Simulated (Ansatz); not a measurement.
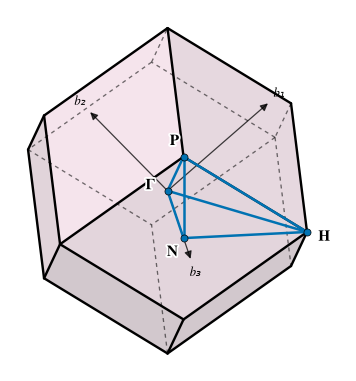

For Ni, the input geometry of an electronic-structure calculation (not necessarily at equilibrium): the figure shows the first Brillouin zone with its special points and a band path. Symmetry computed with spglib at a tolerance of 0.002 Å; standard conventional cell.

Labels and path follow the convention of Hinuma et al. (2017), as computed by seekpath; the arrows show the directions of the reciprocal primitive vectors b₁, b₂, b₃.

Question: Name the Bravais lattice of the crystal.

Answer: A body-centred cubic lattice (cI; extended symbol cI1). The zone is a rhombic dodecahedron in its combinatorial type: 12 faces (12 with 4 edges), 24 edges, 14 vertices.

Question: Write the standard path through the labelled points.

Answer: Γ–H–N–Γ–P–H | P–N
